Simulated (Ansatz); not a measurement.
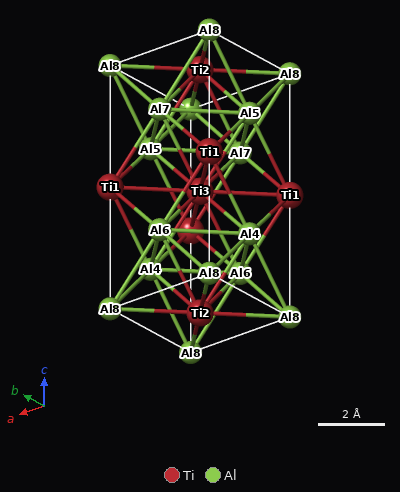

Figure 1. The structure as given in the input (ball-and-stick view of the cell of the calculation, seen at an oblique angle; atoms are numbered from 1 in the order of the input). An atom can appear more than once, as a periodic image.

**Ti3Al5: phonon calculation**

System: Ti3Al5 (P4/mmm, 8 atoms in the cell).
Method: DFT PBEsol, scalar-relativistic, plane waves, PAW, no spin polarisation (Ansatz 0.2.0).

The structure derives from a Materials Project entry. It belongs to a series of runs on one base structure; here: phonon dispersion, density of states and thermodynamics. Figures and captions count atoms from 1; the log counts them from 0 in places.

## Input
```yaml
crystal:
  lattice:
    - [3.8946420288, 0.0, 0.0]
    - [0.0, 3.8946420288, 0.0]
    - [0.0, 0.0, 8.2612405496]
  atoms:
    - { symbol: Ti, position: [0.0, 0.0, 0.5] }
    - { symbol: Ti, position: [0.5, 0.5, 0.0] }
    - { symbol: Ti, position: [0.5, 0.5, 0.5] }
    - { symbol: Al, position: [0.0, 0.5, 0.2522692278] }
    - { symbol: Al, position: [0.0, 0.5, 0.7477307722] }
    - { symbol: Al, position: [0.5, 0.0, 0.2522692278] }
    - { symbol: Al, position: [0.5, 0.0, 0.7477307722] }
    - { symbol: Al, position: [0.0, 0.0, 0.0] }
basis:
  ecutwfc: 420
kpoints:
  mp_grid: { grid: [12, 12, 4] }
hamiltonian:
  xc: pbesol
scf:
  occupations: { method: fermi_dirac, width: 0.15 }
output:
  eigenvalues: true
phonons:
  method: dfpt
  eigenvectors: true
  qmesh: [4, 4, 1]
  temperatures: { t_max: 1000, t_step: 100 }
  qpath:
    path:
      - [[0.0, 0.0, 0.0], [0.0, 0.5, 0.0], [0.5, 0.5, 0.0], [0.0, 0.0, 0.0], [0.0, 0.0, 0.5], [0.0, 0.5, 0.5], [0.5, 0.5, 0.5], [0.0, 0.0, 0.5]]
      - [[0.0, 0.5, 0.0], [0.0, 0.5, 0.5]]
      - [[0.5, 0.5, 0.0], [0.5, 0.5, 0.5]]
    npoints: 8
```

Launched with:
```bash
ansatz run input.yaml --threads 4 --pin off --max-ram 12288MiB --backend cpu --events-out ev --progress --plain --runs-dir out
```

## Output
```
band count auto-derived: 36 (N_el = 51.0; filled up to band 26; 34 by the electrons, moments and atoms)
Engine: ansatz 0.2.0, x86_64-unknown-linux-gnu
Pseudopotentials: kind: paw
Pseudopotential: Ti, paw, valence charge 12, recommended cutoff 420 eV (normal), Ti.paw.azcp
Pseudopotential: Al, paw, valence charge 3, recommended cutoff 420 eV (normal), Al.paw.azcp
Functional definition: PBEsol
  exchange = pbesol_x
  correlation = pbesol_c
Crystal: 8 atoms, lattice volume = 125.308 Å³
Basis set: ecut = 420 eV, 2467 PW (Γ), exchange–correlation on 54×54×120 points (8 copies of the dense FFT grid, shifted against one another)
Bands: 36, of which v1, the nominal top of the filled ones, is band 26 counted from 1 (25 counted from 0)
Symmetry: 16 space group operations
k-points: 84 of 576
Non-local potential: Ti, projectors of the file, l = 0: 3, l = 1: 2, l = 2: 3, l = 3: 1
Non-local potential: Al, projectors of the file, l = 0: 2, l = 1: 2, l = 2: 1
PAW form: soft (Blöchl's): semilocal exchange-correlation on the pseudo side does not see the compensation charge
PAW frozen core: Ti, regenerated for the run's functional, and the local potential with it (the file was generated under x = pbe(κ = 0.804, μ = 0.2195149727645171), c = pbe(β = 0.06672455060314922))
PAW frozen core: Al, regenerated for the run's functional, and the local potential with it (the file was generated under x = pbe(κ = 0.804, μ = 0.2195149727645171), c = pbe(β = 0.06672455060314922))
PAW one-centre angular grid: Ti, 590 points (default); XC on 64 Gauss nodes
PAW one-centre angular grid: Al, 110 points (default); XC on 64 Gauss nodes
Initial density: superposition of atomic densities (neutral atoms: chi_scale 0, normalization atom), corrected by the library's trained network
Initial wavefunctions: pseudopotential atomic-orbital guess
Functional: x = pbesol(κ = 0.804, μ = 0.12345679012345678), c = pbesol(β = 0.046)
SCF iter   1: F=—  HF=-10047.896645 eV  |F-HF|=—  |Δ(HF+E_count)|=         —  Δρ=1.18e-2  dr2=5.31e-1  ethr=1.77e-3  ⟨swp⟩=6.3  Hψ=13882  notcnv=0
preconditioner: auto → Kerker (q_TF=auto, 2.349 Å⁻¹)  [metal: Δε(μ)=0.012 eV  Ē_g=4.986 eV  σ=0.150 eV  W_gap=0.02  n_scr=30 (ndim 8)  ℏωp=17.2 eV  f_vac=0.000  D(μ)=5.03/eV (n_scr^D=38)]
SCF iter   2: F=—  HF=-10047.870730 eV  |F-HF|=—  |Δ(HF+E_count)|=   2.59e-2  Δρ=5.94e-3  dr2=1.49e-1  ethr=1.04e-3  ⟨swp⟩=1.2  Hψ=3726  notcnv=0
SCF iter   3: F=—  HF=-10047.861290 eV  |F-HF|=—  |Δ(HF+E_count)|=   9.44e-3  Δρ=6.05e-4  dr2=5.26e-4  ethr=2.91e-4  ⟨swp⟩=1.6  Hψ=3087  notcnv=0
SCF iter   4: F=—  HF=-10047.861249 eV  |F-HF|=—  |Δ(HF+E_count)|=   4.02e-5  Δρ=1.21e-4  dr2=4.51e-5  ethr=1.03e-6  ⟨swp⟩=2.0  Hψ=3837  notcnv=0
SCF iter   5: F=—  HF=-10047.861244 eV  |F-HF|=—  |Δ(HF+E_count)|=   5.51e-6  Δρ=2.66e-5  dr2=1.56e-6  ethr=8.85e-8  ⟨swp⟩=2.1  Hψ=3813  notcnv=0
SCF iter   6: F=—  HF=-10047.861241 eV  |F-HF|=—  |Δ(HF+E_count)|=   2.41e-6  Δρ=7.99e-6  dr2=1.08e-7  ethr=3.05e-9  ⟨swp⟩=2.1  Hψ=4193  notcnv=0
SCF iter   7: F=—  HF=-10047.861241 eV  |F-HF|=—  |Δ(HF+E_count)|=   2.51e-8  Δρ=1.44e-6  dr2=3.01e-9  ethr=2.11e-10  ⟨swp⟩=2.1  Hψ=4445  notcnv=0
SCF iter   8: F=—  HF=-10047.861241 eV  |F-HF|=—  |Δ(HF+E_count)|=  7.75e-10  Δρ=2.89e-7  dr2=1.31e-10  ethr=5.91e-12  ⟨swp⟩=2.0  Hψ=4158  notcnv=0
SCF iter   9: F=-10047.861241 eV  HF=-10047.861241 eV  |F-HF|=0.00e0  |Δ(HF+E_count)|=  1.82e-11  Δρ=6.00e-8  dr2=5.66e-12  ethr=1.00e-12  ⟨swp⟩=5.7  Hψ=12107  notcnv=0
the search or the solves at the SCF's close seem to have found levels that the self-consistency loop had missed (the run counts 1). By its estimate they hold 2.10e-11 electrons. The energies and the density leave them out; if the run goes on with those levels, later outputs use occupations computed again with them
SCF 1 converged in 9 iterations: F = -10047.861241 eV  dr2 = 5.66e-12
  greatest PAW one-centre occupation: 0.999 electrons in one spin orbital (limit 2), on the Ti atom at site 0 (counted from 0), in its partial waves of l = 0
```

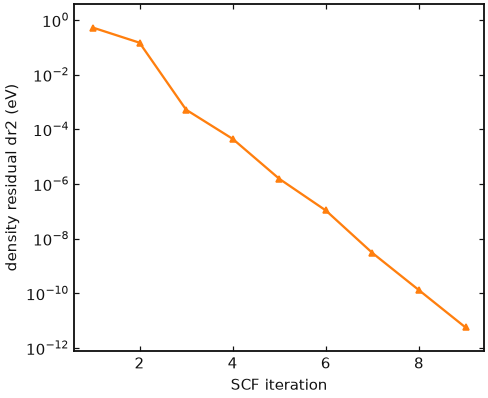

Figure 2. Convergence of the self-consistent field: density residual dr2 against the SCF iteration. The residual falls at every step.

```
phonons: the bands overlap, so this run is a metal and interpolates without the dipole-dipole term. If the crystal is really an insulator or semiconductor, its LO-TO splitting is missing
NSCF: frozen V_eff on 84 k-points
NSCF: frozen V_eff on 147 k-points
DFPT response loops at q = (0, 0, 0) (fractional): preconditioner auto → Kerker (q_TF=auto, 2.349 Å⁻¹) (partly filled bands, converged f_vac=0.000); β = 1.00, the filter's whole step (`scf.mixing.beta` (0.50) is not read by the response loops under this deck's `scf.mixing.preconditioner`; to damp them name `kerker` or `kerker_dos`, under which they read `scf.mixing.beta`, and type it under 1.00, their step now; both keys bind the ground state too); Broyden in place of MSR1
NSCF: frozen V_eff on 504 k-points
DFPT response loops at q = (0, 0.25, 0) (fractional): mixed as the last ones told, above
NSCF: frozen V_eff on 294 k-points
DFPT response loops at q = (0, -0.5, 0) (fractional): mixed as the last ones told, above
NSCF: frozen V_eff on 864 k-points
DFPT response loops at q = (0.25, 0.25, 0) (fractional): mixed as the last ones told, above
NSCF: frozen V_eff on 504 k-points
DFPT response loops at q = (0.25, -0.5, 0) (fractional): mixed as the last ones told, above
NSCF: frozen V_eff on 294 k-points
DFPT response loops at q = (-0.5, -0.5, 0) (fractional): mixed as the last ones told, above
SCF converged after 9 iterations
Free energy (F): -10047.861241 eV
Harris-Foulkes:  -10047.861241 eV  (|F-HF|=0.00e0)
Internal energy: -10047.475991 eV  (E = F + TS)
E sigma→0 (E₀):  -10047.668616 eV
Entropy (-TS):   -0.385251 eV (-48.156 meV/atom)
Fermi energy:    10.603070 eV
--- Per-component energies (eV) ---
  E_band       = -471.642778
  E_kinetic    = 940.338493
  E_local      = -3673.408525  (includes V_loc(G=0)·N_el)
  E_nonlocal   = 83.234359
  E_hartree    = 1613.173199
  E_xc         = -490.727327
  E_vxc        = -515.013574  (∫ρ·V_xc dr)
  E_paw        = -5343.935770  (= ΣΔE_a)
  E_vpaw       = -533.140353  (= ΣTr[D̂ρ^β])
  E_aug_tail   = 0.000345  (compensation charges beyond the density's cutoff)
  E_ewald      = -3176.664613
  E_core_change = 0.513848  (= ΣΔE_core)
  E_smearing   = -0.385251  (= −TS)
  E_closure    = -0.000000  (closes the sum)
  Σ components = -10047.861241   (vs F -10047.861241, Δ=0.00e0)
--- Band table (eV; the first three rows and the last of 84) ---
  k-point 0: bands = ["-45.8413", "-45.7241", "-45.3967", "-22.2580", "-22.2456", "-22.2456", "-22.2378", "-22.2032", "-22.2032", "-21.8626", "-21.6335", "-21.6335", "0.6960", "2.3915", "4.0556", "7.5234", "8.2399", "8.5832", "8.5832", "8.6643", "9.0211", "9.6088", "9.6088", "9.7547", "10.3924", "10.7678", "10.7678", "11.2638", "11.6101", "12.6396", "12.7804", "12.8015", "12.8015", "13.2659", "13.2659", "14.1870"]
  k-point 1: bands = ["-45.8413", "-45.7241", "-45.3967", "-22.2568", "-22.2456", "-22.2456", "-22.2389", "-22.2033", "-22.2033", "-21.8626", "-21.6335", "-21.6335", "0.8075", "2.0070", "4.6592", "7.2947", "7.5548", "8.5924", "8.6119", "8.6119", "9.4993", "9.4993", "9.6590", "9.7560", "10.5341", "10.9729", "10.9729", "11.2607", "11.2786", "12.7432", "12.7432", "12.8886", "12.9017", "12.9017", "12.9470", "14.1866"]
  k-point 2: bands = ["-45.8413", "-45.7241", "-45.3967", "-22.2555", "-22.2456", "-22.2456", "-22.2402", "-22.2033", "-22.2033", "-21.8626", "-21.6335", "-21.6335", "0.9840", "1.6411", "5.5423", "6.2800", "7.5899", "8.5187", "8.6451", "8.6451", "9.4008", "9.4008", "9.7573", "10.1584", "10.5156", "10.9694", "11.2108", "11.2108", "11.2576", "12.4551", "12.4551", "12.8166", "12.8166", "13.0457", "13.7128", "13.7540"]
  k-point 83: bands = ["-45.8394", "-45.7029", "-45.4147", "-22.2867", "-22.2867", "-22.2656", "-22.2656", "-22.2365", "-22.2357", "-21.8733", "-21.5846", "-21.5846", "4.6246", "5.3443", "5.3443", "6.0281", "6.0281", "6.0772", "6.4658", "6.6186", "8.1514", "8.1514", "9.5151", "9.5151", "9.5485", "9.7870", "10.0940", "11.9264", "11.9830", "12.2183", "12.4027", "12.5874", "12.8377", "12.9732", "13.2650", "13.2650"]
--- Phonons (Γ-DFPT): 11 representative perturbations + reference (Σ response iterations 34) ---
  ASR residual: 3.709e-3 → 0.000e0 eV/Å²; symmetrization residual: 8.588e-6 eV/Å²
  ASR residual per site (eV/Å²): 2.14e-3 3.71e-3 2.59e-3 6.23e-5 6.23e-5 6.23e-5 6.23e-5 4.66e-5
  Γ frequencies (cm⁻¹): 0.00 0.00 0.00 137.45 174.51 174.51 197.40 197.40 225.62 252.56 252.56 279.58 280.91 283.86 290.06 290.15 290.15 311.73 311.73 322.14 325.11 325.11 337.87 337.87
--- Phonons (arbitrary-q DFPT): 6 irreducible q on the 4×4×1 mesh ---
  q = [0.0000, 0.0000, 0.0000] (star 1, of the zone-centre solve; hermiticity 1.51e-6, symmetrization 1.82e-12): -0.00 -0.00 0.00 137.45 174.51 174.51 197.40 197.40 225.62 252.56 252.56 279.58 280.91 283.86 290.06 290.15 290.15 311.73 311.73 322.14 325.11 325.11 337.87 337.87
  q = [0.0000, 0.2500, 0.0000] (star 4, 18 solved perturbations on 252 of 576 k-point pairs; hermiticity 1.54e-6, symmetrization 7.32e-14): 94.84 108.06 133.48 137.18 172.20 193.83 196.15 221.41 247.58 248.75 260.45 265.12 266.70 271.40 286.78 288.38 295.38 300.03 309.45 316.32 317.14 320.69 330.00 330.15
  q = [0.0000, -0.5000, 0.0000] (star 2, 18 solved perturbations on 147 of 576 k-point pairs; hermiticity 1.41e-6, symmetrization 5.44e-14): 111.17 182.16 189.16 197.41 198.74 201.67 202.26 202.41 227.25 229.68 253.99 265.84 265.93 270.48 274.08 289.83 297.74 299.48 303.69 304.68 308.07 312.50 313.73 332.87
  q = [0.2500, 0.2500, 0.0000] (star 4, 11 solved perturbations in 3960 linear systems a pass and spin channel, the states on 432 of 576 k-point pairs; hermiticity 2.01e-6, symmetrization 4.74e-13): 97.29 119.73 157.38 181.33 186.90 198.68 201.94 218.52 229.77 230.32 247.40 254.21 262.81 268.38 270.77 282.19 298.22 299.36 308.98 312.61 316.14 334.65 335.57 337.60
  q = [0.2500, -0.5000, 0.0000] (star 4, 18 solved perturbations on 252 of 576 k-point pairs; hermiticity 1.80e-6, symmetrization 2.37e-14): 135.49 162.45 165.81 185.08 197.71 205.79 205.87 209.36 216.21 221.02 230.78 232.81 236.32 245.39 286.26 290.43 291.12 297.97 314.94 325.57 330.39 332.45 337.03 337.61
  q = [-0.5000, -0.5000, 0.0000] (star 1, 11 solved perturbations in 1365 linear systems a pass and spin channel, the states on 147 of 576 k-point pairs; hermiticity 1.39e-6, symmetrization 6.02e-13): 154.87 154.87 160.59 183.66 187.79 188.34 188.79 188.79 208.65 211.17 212.67 223.22 223.22 251.03 276.45 276.45 301.05 301.05 321.46 335.63 344.41 344.41 345.02 350.36
  sum rule: each row above includes the acoustic sum rule's correction from the zone centre's row sums; it moved no ω² by more than (4.59 cm⁻¹)²
  mesh force constants: q→R imaginary residual 1.46e-18; ASR residual 3.709e-3 → 0.000e0 eV/Å²; symmetrization residual 9.770e-15 eV/Å²
  interpolated dispersion: 75 rows × 24 modes
  density of states and harmonic sums: on the 16×16×8 q-mesh, interpolated from the force constants of a 4×4×1 supercell (no non-analytic term)
  largest difference from the sums on the solved wave vectors: F 3.85e-2 eV, S 5.45e-5 and C_V 1.60e-5 eV/K
  zero-point energy: 0.368913 eV/cell   skipped modes (ω ≤ 0): 3   left out of the sums: 6.10e-5 of the cell's modes: C_V's classical limit lies that fraction below 3 k_B per atom; for a crystal, a wire or a layer, F and S can be off by more, and a phonons.interpolated_qmesh denser along its periods is the remedy for the sampling
```

## File phthermo.tsv
```
# format = ansatz-phthermo/1
# interpolated_qmesh = 16 16 8
# force_constants_supercell = 4 4 1
# published_state_doubts = bands_taken_in
# non_analytic_term = not included (the non-analytic LO-TO correction is not applied to the interpolated dynamical matrix; polar crystals: no LO-TO splitting at GAMMA, and LO and other optical branches, acoustic branches and sound speeds, and with them the density of states and the thermodynamics, can be off between the wave vectors that the force constants were sampled on, most near GAMMA; a larger extent of the force constants narrows that region and is not shown to mend the acoustic slopes)
# zero_point_energy_ev = 3.6891302353e-1
# n_skipped_modes = 3
# share_of_modes_left_out = 6.1035156250e-5
# rigid_motions_known_by = geometry
# t_k	f_vib_ev	s_ev_per_k	c_v_ev_per_k
0.0000	3.6891302353e-1	0.0000000000e0	0.0000000000e0
100.0000	3.5846565423e-1	3.7540810801e-4	8.2934954507e-4
200.0000	2.7761175897e-1	1.2307703918e-3	1.5835653792e-3
300.0000	1.1816717370e-1	1.9275930582e-3	1.8292156107e-3
400.0000	-1.0273706395e-1	2.4692793315e-3	1.9284527219e-3
500.0000	-3.7219109853e-1	2.9053946617e-3	1.9770684244e-3
600.0000	-6.8139479477e-1	3.2684750346e-3	2.0042317196e-3
700.0000	-1.0241344077e0	3.5787747327e-3	2.0208749842e-3
800.0000	-1.3958313057e0	3.8493848657e-3	2.0317855450e-3
900.0000	-1.7929862151e0	4.0891551906e-3	2.0393156691e-3
1000.0000	-2.2128437759e0	4.3043134319e-3	2.0447270039e-3
```

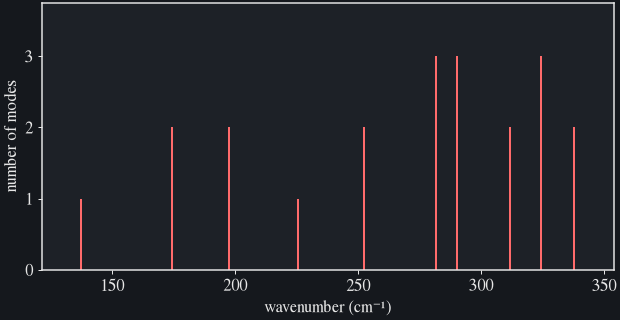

Figure 3. Optical phonons at the zone centre (no LO–TO term); neighbouring modes closer than 3 cm⁻¹ are counted in one stick. 21 modes from 137 to 338 cm⁻¹, none imaginary.

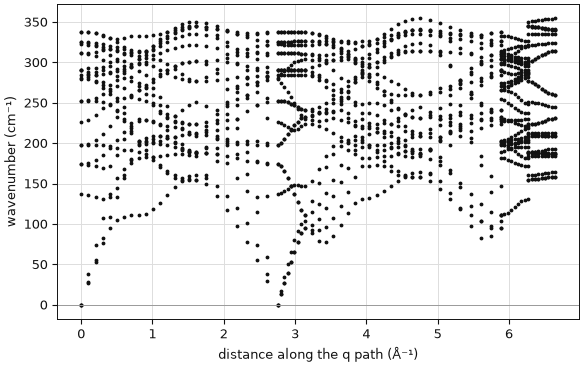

Figure 4. Phonon frequencies along the path of the input (imaginary ones negative). The highest is 354 cm⁻¹; no branch is clearly imaginary on this path.

## Results in brief

| quantity | value |
| --- | --- |
| outcome | converged |
| space group (tolerance 0.01 Å) | P4/mmm (123) |
| electrons treated | 51 |
| free energy | −10047.8612 eV |
| Fermi energy | 10.603 eV |
| gap on the k-point mesh | none (metallic) |
| hardware | 4 threads of AMD EPYC (Zen 5), 32 GiB of memory available, shared host |
| wall time | 13 min (CPU time 50 min) |
| peak memory | 4.5 GiB |

## Notes

Results for this metal are sensitive to the k-point mesh.
